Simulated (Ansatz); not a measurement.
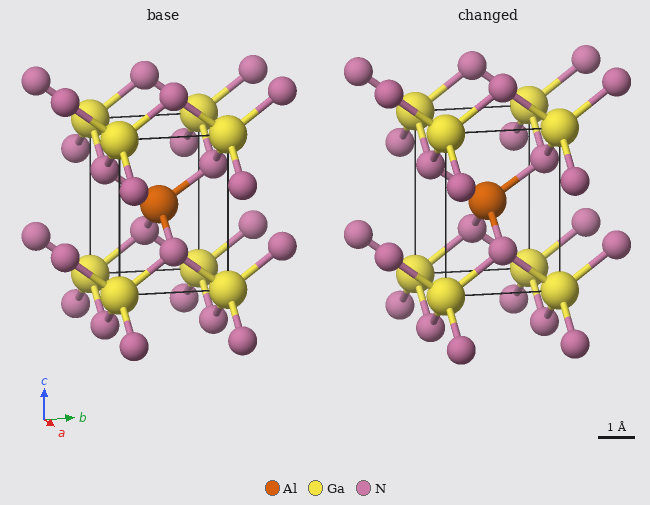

Left: crystalline AlGaN2 (built on the database structure type) at its r2SCAN-relaxed geometry. Right: the same structure after one change, at the same scale. A ball-and-stick model of the cell of the calculation, seen slightly off an axis.

Level of theory: Ansatz, DFT, r2SCAN, plane waves, PAW. (plane-wave cutoff 500 eV; k-point mesh 8 × 8 × 6; occupations fixed; no spin polarisation)

**What distinguishes the right structure from the left one?**

All lengths are scaled by +4.9 % (volume +15.3 %). The atoms were relaxed with r2SCAN under that strain, and this is a single point on that geometry.

**What does the change do?**

Near-neighbour distances before and after: Ga–N 1.948 → 2.043 Å, Al–N 1.892 → 1.984 Å. The space group stays P-4m2 (No. 115). It costs 127 meV per atom. Pressure: 0.0 GPa before, −21.6 GPa after. The principal stresses (compression positive) are −21.5 GPa along c and −21.7 GPa across it. The forces stay under 0.01 eV/Å.
